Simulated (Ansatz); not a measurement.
# Two runs on YZr7O16

System: YZr7O16 (defect cell, 24 atoms in the cell, total charge −1).
Method of run 1: DFT PBE, scalar-relativistic, plane waves, PAW, no spin polarisation (Ansatz 0.2.0).

The structure derives from a Materials Project entry. Text and figures count atoms from 1; the logs count them from 0 in places.

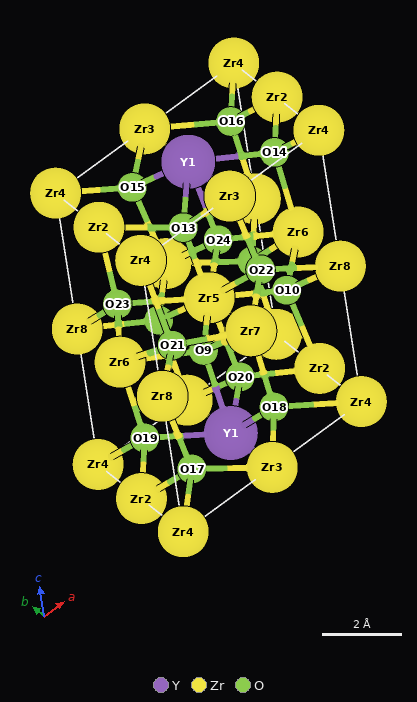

**Figure 1.** The structure as given in the input (ball-and-stick view of the cell of the calculation, seen slightly off an axis; atoms are numbered from 1 in the order of the input). An atom can appear more than once, as a periodic image.

The input, run 1:
```yaml
crystal:
  lattice:
    - [-5.1158283576, -5.1158283576, 0.0]
    - [-5.1158283576, 0.0, -5.1158283576]
    - [0.0, -5.1158283576, -5.1158283576]
  atoms:
    - { symbol: "Y", position: [0.5011721626, 0.4900753439, 0.0034627085] }
    - { symbol: Zr, position: [1.0017536966, 0.4955479198, 0.0002733188] }
    - { symbol: Zr, position: [0.4985561428, 0.9987862297, -0.0001449536] }
    - { symbol: Zr, position: [0.9977688834, 0.9948651787, 0.0040591163] }
    - { symbol: Zr, position: [0.5027312071, 0.4993644373, 0.4992518236] }
    - { symbol: Zr, position: [1.0015783822, 0.4957632471, 0.5030970475] }
    - { symbol: Zr, position: [0.4986723518, 0.9987927641, 0.5031826823] }
    - { symbol: Zr, position: [1.0000330414, 0.997314185, 0.5015750588] }
    - { symbol: O, position: [0.387824823, 0.3799367903, 0.3895591283] }
    - { symbol: O, position: [0.8454109425, 0.3571385056, 0.3977696045] }
    - { symbol: O, position: [0.3596534467, 0.8421551088, 0.3999807458] }
    - { symbol: O, position: [0.8963563129, 0.8959886749, 0.3467724663] }
    - { symbol: O, position: [0.3847138727, 0.385093936, 0.8425834105] }
    - { symbol: O, position: [0.8838741334, 0.3339395256, 0.8930042] }
    - { symbol: O, position: [0.3462730779, 0.8820615785, 0.8860125341] }
    - { symbol: O, position: [0.8982897031, 0.8944579125, 0.861200467] }
    - { symbol: O, position: [0.1459986266, 0.1420071554, 0.1278733285] }
    - { symbol: O, position: [0.5941101471, 0.1035816333, 0.1506792571] }
    - { symbol: O, position: [0.1030186243, 0.594059609, 0.150671793] }
    - { symbol: O, position: [0.6498809826, 0.6432278987, 0.1011427113] }
    - { symbol: O, position: [0.1451073451, 0.1432885161, 0.5838550802] }
    - { symbol: O, position: [0.6263496789, 0.0805240958, 0.6472949441] }
    - { symbol: O, position: [0.0822392062, 0.624009567, 0.6466686712] }
    - { symbol: O, position: [0.6486274893, 0.6459484143, 0.6065466664] }
  host:
    lattice:
      - [0.0, 2.5579141788, 2.5579141788]
      - [2.5579141788, 0.0, 2.5579141788]
      - [2.5579141788, 2.5579141788, 0.0]
    atoms:
      - { symbol: Zr, position: [0.0, 0.0, 0.0] }
      - { symbol: O, position: [0.25, 0.25, 0.25] }
      - { symbol: O, position: [0.75, 0.75, 0.75] }
total_charge: -1
basis:
  ecutwfc: 420
  xc_grid: 2
kpoints:
  mp_grid: { grid: [2, 2, 2], shift: [0.0, 0.0, 0.0] }
hamiltonian:
  xc: pbe
scf:
  occupations: { method: gaussian, width: 0.01 }
output:
  forces: true
  stress: false
  eigenvalues: true
  charged_corrections:
    defect_position: [0.5, 0.5, 0.0]
    epsilon: [[48.3206, 0.0, 0.0], [0.0, 48.3206, 0.0], [0.0, 0.0, 48.3206]]
  write_density: true
  write_potential: true
  elf: true
  volumetric_format: npy
relax:
  adjacent_minimum: "off"
  f_tol: 0.025
  max_steps: 45
```

Launched with:
```bash
ansatz run input.yaml --threads 4 --pin off --max-ram 10240MiB --backend cpu --events-out ev --progress --plain --runs-dir out
```

Hardware: 4 threads of Intel Xeon @ 2.50GHz (Skylake/Cascade Lake), 32 GiB of memory available, shared host.

Output, shortened to warnings, some set-up lines, iterations and results (run 1):
```
Basis set: ecut = 420 eV, 5209 PW (Γ), exchange–correlation on 100×100×100 points (8 copies of the dense FFT grid, shifted against one another)
Symmetry: 1 space group operations
k-points: 8
Initial density: superposition of atomic densities (neutral atoms scaled as one to the charged cell's electrons: chi_scale 0, normalization atom), corrected by the library's trained network
[...]
SCF iter   1: F=—  HF=-42242.437960 eV  |F-HF|=—  |Δ(HF+E_count)|=         —  Δρ=8.22e-3  dr2=1.39e-1  ethr=1.77e-3  ⟨swp⟩=5.1  Hψ=3524  notcnv=0  defer=60
SCF iter   2: F=—  HF=-42242.396032 eV  |F-HF|=—  |Δ(HF+E_count)|=   4.19e-2  Δρ=3.10e-3  dr2=2.91e-2  ethr=7.26e-5  ⟨swp⟩=2.5  Hψ=1722  notcnv=0  defer=144
SCF iter   3: F=—  HF=-42242.389530 eV  |F-HF|=—  |Δ(HF+E_count)|=   6.50e-3  Δρ=1.56e-3  dr2=6.17e-3  ethr=1.52e-5  ⟨swp⟩=3.0  Hψ=1675  notcnv=0  defer=144
SCF iter   4: F=—  HF=-42242.388251 eV  |F-HF|=—  |Δ(HF+E_count)|=   1.28e-3  Δρ=4.54e-4  dr2=5.13e-4  ethr=3.21e-6  ⟨swp⟩=2.0  Hψ=1353  notcnv=0  defer=144
SCF iter   5: F=—  HF=-42242.388562 eV  |F-HF|=—  |Δ(HF+E_count)|=   3.10e-4  Δρ=1.29e-4  dr2=4.19e-5  ethr=2.67e-7  ⟨swp⟩=2.0  Hψ=1185  notcnv=0  defer=144
[... 19 lines ...]
SCF iter   2: F=—  HF=-42242.447717 eV  |F-HF|=—  |Δ(HF+E_count)|=   2.48e-4  Δρ=1.49e-5  dr2=7.26e-7  ethr=1.47e-9  ⟨swp⟩=2.0  Hψ=1544  notcnv=0
SCF iter   3: F=—  HF=-42242.447717 eV  |F-HF|=—  |Δ(HF+E_count)|=   2.02e-7  Δρ=9.04e-6  dr2=3.01e-7  ethr=3.78e-10  ⟨swp⟩=2.0  Hψ=1172  notcnv=0
SCF iter   4: F=-42242.447717 eV  HF=-42242.447717 eV  |F-HF|=9.82e-10  |Δ(HF+E_count)|=   2.09e-7  Δρ=2.30e-6  dr2=1.01e-8  ethr=5.21e-11  ⟨swp⟩=7.0  Hψ=5935  notcnv=0
SCF 4 converged in 4 iterations: F = -42242.447717 eV  dr2 = 1.01e-8
relax step   4: F+E_penalty+E_count = -42242.44771710 eV  Δ(F+E_penalty+E_count) = -1.250e-6 eV  max|allowed force component| = 1.410e-2 eV/Å  Δτ_max = 0.0000 Å  (4 SCF …
SCF converged after 4 iterations
Free energy (F): -42242.447717 eV
Harris-Foulkes:  -42242.447717 eV  (|F-HF|=9.82e-10)
Internal energy: -42242.447717 eV  (E = F + TS)
E sigma→0 (E₀):  -42242.447717 eV
Fermi energy:    13.379699 eV
--- Per-component energies (eV) ---
  E_band       = -495.596864
  E_kinetic    = 5510.950356
  E_local      = -9235.129465  (includes V_loc(G=0)·N_el)
  E_nonlocal   = 1349.545516
  E_hartree    = 3074.613741
  E_xc         = -2522.207559
  E_vxc        = -3090.465113  (∫ρ·V_xc dr)
  E_paw        = -26028.096789  (= ΣΔE_a)
  E_vpaw       = -1179.765257  (= ΣTr[D̂ρ^β])
  E_aug_tail   = 0.040080  (compensation charges beyond the density's cutoff)
  E_ewald      = -14392.163597
  E_smearing   = -0.000000  (= −TS)
  E_closure    = 0.000000  (closes the sum)
  E_deformation_potential = -21.381829  (in the stress; not in F)
  Σ components = -42242.447717   (vs F -42242.447717, Δ=0.00e0)
--- Forces (eV/Å), atoms counted from 1 ---
  atom   1  Y     -0.00039432     0.00180686    -0.00261232
  atom   2  Zr    -0.00168576     0.00225940     0.00500111
  atom   3  Zr     0.00025489     0.00557029    -0.00152400
  atom   4  Zr    -0.00470153     0.00110824    -0.00295292
  atom   5  Zr     0.00401934     0.00570425    -0.00512658
  atom   6  Zr    -0.00240862    -0.00539092    -0.00475429
  atom   7  Zr     0.00050067     0.00106442    -0.00470639
  atom   8  Zr     0.00157397     0.00097172    -0.00138507
  atom   9  O      0.00919446     0.00612868     0.00464542
  atom  10  O     -0.01251748    -0.01160170     0.01288504
  atom  11  O     -0.00830962     0.00782784    -0.00831009
  atom  12  O      0.01110625    -0.01177396    -0.01138243
  atom  13  O      0.01051776    -0.00740126    -0.00455797
  atom  14  O     -0.00971987     0.00711553    -0.00581696
  atom  15  O     -0.01073427    -0.00849835     0.00742805
  atom  16  O      0.01252152     0.01046600     0.01410061
  atom  17  O      0.00492768     0.00421856     0.00642453
  atom  18  O     -0.01134842    -0.00118191     0.00036890
  atom  19  O     -0.01329335    -0.00393309     0.00431709
  atom  20  O      0.01354243     0.00444237     0.00017021
  atom  21  O      0.00538187    -0.00991531    -0.00045353
  atom  22  O     -0.00499524     0.00607189    -0.00236728
  atom  23  O     -0.00617980    -0.00496726     0.00414471
  atom  24  O      0.01273036    -0.00008598    -0.00354302
  max |Σ_I F_I| component: 1.71e-5 eV/Å
--- Charged-cell corrections in eV (Makov–Payne, q = -1.000 e, ε = 48.321) ---
  F (periodic)     = -42242.447717  (uncorrected; the corrections below are reported, never added to it)
  E_corr1          = +0.066768  (monopole, q²α_M/2εL)
[...]
```

For run 2 the input was changed thus:
```diff
-total_charge: -1
+total_charge: 1
```

What does this change do to the results?

The total energies belong to different systems, so their difference says nothing on which is more stable or more accurate. The gap of 4.05 eV on the mesh closes. A charged cell is computed with a uniform neutralising background, so its energy and pressure depend on the cell and aren't those of a real crystal. The SCF takes 99 iterations over all geometry steps against 21. On the same kind of shared host run 2 took about 2.8 times as long.

Output, shortened to warnings, some set-up lines, iterations and results (run 2):
```
Basis set: ecut = 420 eV, 5209 PW (Γ), exchange–correlation on 100×100×100 points (8 copies of the dense FFT grid, shifted against one another)
Symmetry: 1 space group operations
k-points: 8
Initial density: superposition of atomic densities (neutral atoms scaled as one to the charged cell's electrons: chi_scale 0, normalization atom), corrected by the library's trained network
[...]
SCF iter   1: F=—  HF=-42264.933248 eV  |F-HF|=—  |Δ(HF+E_count)|=         —  Δρ=1.24e-2  dr2=2.67e-1  ethr=1.77e-3  ⟨swp⟩=5.1  Hψ=3454  notcnv=0  defer=92
SCF iter   2: F=—  HF=-42264.867630 eV  |F-HF|=—  |Δ(HF+E_count)|=   6.56e-2  Δρ=7.11e-3  dr2=6.33e-2  ethr=1.40e-4  ⟨swp⟩=3.0  Hψ=1959  notcnv=0  defer=136
SCF iter   3: F=—  HF=-42264.852956 eV  |F-HF|=—  |Δ(HF+E_count)|=   1.47e-2  Δρ=2.07e-3  dr2=1.41e-2  ethr=3.33e-5  ⟨swp⟩=3.0  Hψ=1665  notcnv=0  defer=136
SCF iter   4: F=—  HF=-42264.851940 eV  |F-HF|=—  |Δ(HF+E_count)|=   1.02e-3  Δρ=1.48e-3  dr2=8.36e-3  ethr=7.42e-6  ⟨swp⟩=1.8  Hψ=940  notcnv=0  defer=136
SCF iter   5: F=—  HF=-42264.851640 eV  |F-HF|=—  |Δ(HF+E_count)|=   3.00e-4  Δρ=1.15e-3  dr2=5.05e-3  ethr=4.40e-6  ⟨swp⟩=1.1  Hψ=836  notcnv=0  defer=136
[... 105 lines ...]
SCF iter  10: F=—  HF=-42265.138474 eV  |F-HF|=—  |Δ(HF+E_count)|=   4.82e-9  Δρ=6.95e-6  dr2=1.76e-7  ethr=2.67e-10  ⟨swp⟩=2.0  Hψ=1169  notcnv=0  defer=135
SCF iter  11: F=—  HF=-42265.138474 eV  |F-HF|=—  |Δ(HF+E_count)|=   7.22e-9  Δρ=5.28e-6  dr2=1.01e-7  ethr=5.26e-11  ⟨swp⟩=14.2  Hψ=6295  notcnv=0
SCF iter  12: F=-42265.138474 eV  HF=-42265.138474 eV  |F-HF|=3.27e-8  |Δ(HF+E_count)|=   9.79e-9  Δρ=2.93e-6  dr2=3.63e-8  ethr=5.26e-11  ⟨swp⟩=7.0  Hψ=5102  notcnv=0
SCF 8 converged in 12 iterations: F = -42265.138474 eV  dr2 = 3.63e-8
relax step   8: F+E_penalty+E_count = -42265.13847426 eV  Δ(F+E_penalty+E_count) = -6.447e-3 eV  max|allowed force component| = 2.430e-2 eV/Å  Δτ_max = 0.0283 Å  (12 SCF …
SCF converged after 12 iterations
Free energy (F): -42265.138474 eV
Harris-Foulkes:  -42265.138474 eV  (|F-HF|=3.27e-8)
Internal energy: -42265.136549 eV  (E = F + TS)
E sigma→0 (E₀):  -42265.137512 eV
Entropy (-TS):   -0.001925 eV (-0.080 meV/atom)
Fermi energy:    11.430566 eV
--- Per-component energies (eV) ---
  E_band       = -524.851482
  E_kinetic    = 5451.039070
  E_local      = -9132.260610  (includes V_loc(G=0)·N_el)
  E_nonlocal   = 1342.119722
  E_hartree    = 3020.525373
  E_xc         = -2496.476457
  E_vxc        = -3056.557547  (∫ρ·V_xc dr)
  E_paw        = -26019.947126  (= ΣΔE_a)
  E_vpaw       = -1170.281371  (= ΣTr[D̂ρ^β])
  E_aug_tail   = 0.039514  (compensation charges beyond the density's cutoff)
  E_ewald      = -14430.176036
  E_smearing   = -0.001925  (= −TS)
  E_closure    = 0.000000  (closes the sum)
  E_deformation_potential = 21.381829  (in the stress; not in F)
  Σ components = -42265.138474   (vs F -42265.138474, Δ=0.00e0)
--- Forces (eV/Å), atoms counted from 1 ---
  atom   1  Y      0.00212501    -0.00065369    -0.00175649
  atom   2  Zr     0.00118581    -0.00273901     0.00434743
  atom   3  Zr     0.00075275     0.00491847    -0.00390082
  atom   4  Zr    -0.00633115    -0.00054638    -0.00165644
  atom   5  Zr     0.00691187     0.00067745    -0.00022036
  atom   6  Zr    -0.00002522    -0.00538103     0.00207416
  atom   7  Zr    -0.00051639     0.00275761    -0.00401015
  atom   8  Zr    -0.00213989     0.00049078     0.00053390
  atom   9  O     -0.00809529    -0.00171965    -0.00678461
  atom  10  O     -0.01750212     0.01002076    -0.00896092
  atom  11  O     -0.01902305    -0.01181221     0.01270940
  atom  12  O      0.02323086     0.01200593     0.01530796
  atom  13  O     -0.00314657     0.00547992     0.00240676
  atom  14  O     -0.00507537    -0.00227590    -0.00670035
  atom  15  O      0.00127409    -0.00455099    -0.00280712
  atom  16  O      0.02430443    -0.00852136    -0.00744664
  atom  17  O      0.00107858     0.00806097     0.00783514
  atom  18  O     -0.01321658     0.00160566     0.00688993
  atom  19  O     -0.00600626     0.00529740     0.00519328
  atom  20  O      0.01380943    -0.00624946    -0.00299685
  atom  21  O      0.00226148    -0.01168243    -0.01500281
  atom  22  O     -0.00502303     0.00974393    -0.01027696
  atom  23  O     -0.00921617    -0.00787154     0.00686052
  atom  24  O      0.01837964     0.00294301     0.00836582
  max |Σ_I F_I| component: 3.76e-6 eV/Å
--- Charged-cell corrections in eV (Makov–Payne, q = +1.000 e, ε = 48.321) ---
  F (periodic)     = -42265.138474  (uncorrected; the corrections below are reported, never added to it)
  E_corr1          = +0.066768  (monopole, q²α_M/2εL)
[...]
```

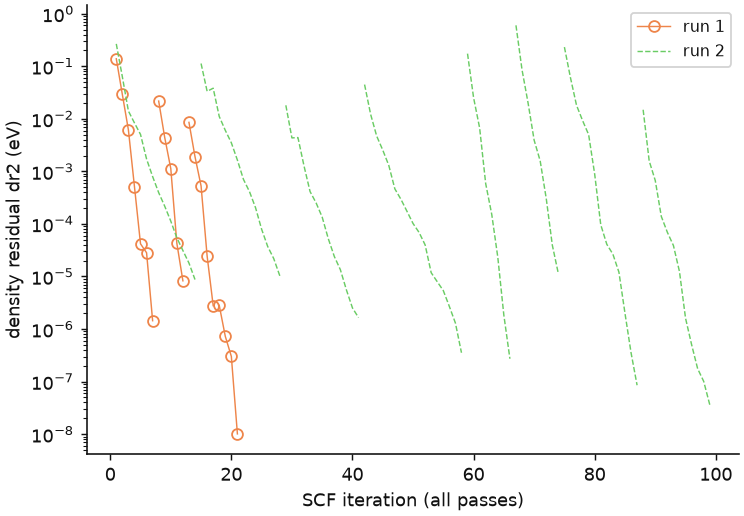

**Figure 2.** Convergence of the two runs: density residual dr2 against the SCF iteration. A break in a curve parts two SCF passes. Run 1 takes 21 iterations in all, and run 2 takes 99.

The two runs side by side:

| quantity | run 1 | run 2 |
| --- | --- | --- |
| outcome | converged | converged |
| free energy per atom (eV) | −1760.1020 | −1761.0474 |
| gap on the mesh (eV) | 4.05 | 0.00 |
| largest force (eV/Å) | 0.022 | 0.030 |
| SCF iterations | 21 | 99 |
| irreducible k-points | 8 | 8 |
| wall time (shared host) | 17 s | 48 s |

For both runs: The cell is charged and computed with a neutralising background, so its energy and pressure depend on the cell and aren't those of a real crystal. For run 2: The k-point mesh is coarse for a cell of this size, so the results may not be converged.
